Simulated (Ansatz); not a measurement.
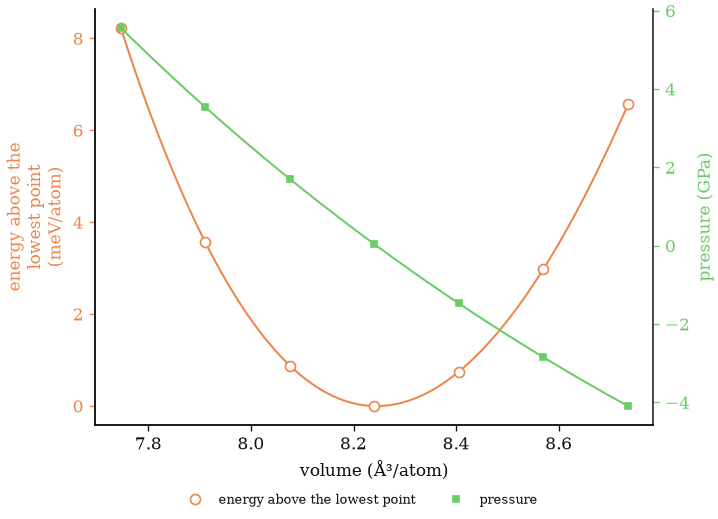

The plot gives the computed energy above the lowest point and pressure against volume for Li₂O, space group Fm-3m (No. 225) (one of a set of cubic test structures, which need not be the stable phase).

Calculation (Ansatz 0.2.0 development build): equation of state of a cubic crystal from periodic Kohn-Sham density functional theory without spin, third-order Birch-Murnaghan fit to the free energies; pressure corrected for the finite basis. Level: PBE.

```tsv
setting	value
structure type	antifluorite
atoms in cell	3
space group number	225
lattice centring	face-centred primitive
k mesh	41×41×41
occupation method	Fermi–Dirac
occupation width	0.06123 eV
wave cutoff	420 eV
datasets	soft-1 PAW
density tolerance	1e-07 eV
bands	10
density cutoff ratio	4
search for lower states	default
```

Question: What equilibrium volume and bulk modulus follow from the curve?

Answer: A third-order Birch–Murnaghan fit gives V0 = 8.24 Å³/atom, B0 = 79.2 GPa and B′ = 3.9.

Question: What does the pressure do across the range?

Answer: It falls from 5.566 GPa at volume 7.7462 Å³/atom to −4.093 GPa at 8.7351 Å³/atom, and changes sign near 8.25 Å³/atom.
